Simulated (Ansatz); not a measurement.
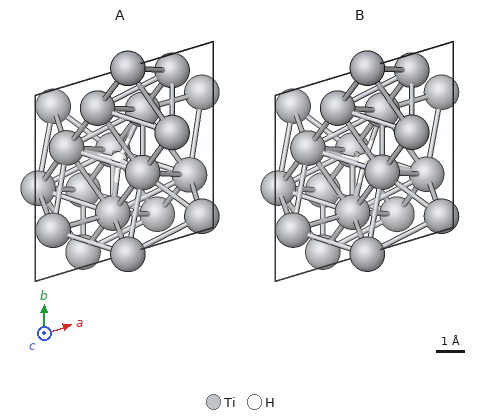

Two geometries of a defect cell of composition Ti18H, drawn at one scale. One is the start of a relaxation, the other its converged end. The picture is a ball-and-stick view of the cell of the calculation (origin shifted), seen along the c axis.

Level of theory: DFT PBE, scalar-relativistic, plane waves, PAW (Ansatz). Set-up: plane-wave cutoff 420 eV; k-point mesh 4 × 4 × 4; occupations gaussian; smearing width 0.1 eV; mesh shifted by (0.5, 0.5, 0.5); no spin polarisation; atoms relaxed in a fixed cell; force threshold 0.02 eV/Å; at most 60 steps.

Q: Which of the two is the end point?

A: Structure A is the relaxed one. Case: H interstitial, charge +0, atoms relaxed. Over 5 geometry steps the energy falls by 0.108 eV per cell of the calculation. The largest force component goes from 0.6 to 0.0036 eV/Å. The atom that moves furthest is the H atom (0.20 Å along [−3 2 0]). Largest moves by element: H 0.20 Å, Ti 0.11 Å. The cell stays as it was. Some distances before and after: H–Ti 2.426 → 2.715 Å, H–Ti 1.851 → 1.993 Å, H–Ti 2.158 → 2.026 Å, Ti–Ti 2.999 → 3.092 Å. Among the angles between lasting bonds that change: Ti–H–Ti 172.0° → 161.1°, Ti–H–Ti 170.4° → 161.1°, Ti–H–Ti 91.3° → 99.4°. Cost: 4.5 min on 4 threads of Arm Neoverse V2, on a shared host, peak memory 1.7 GiB.

Limits of the set-up: the periodic images lie only 7.3 Å apart, so the values are limited by the cell's size.
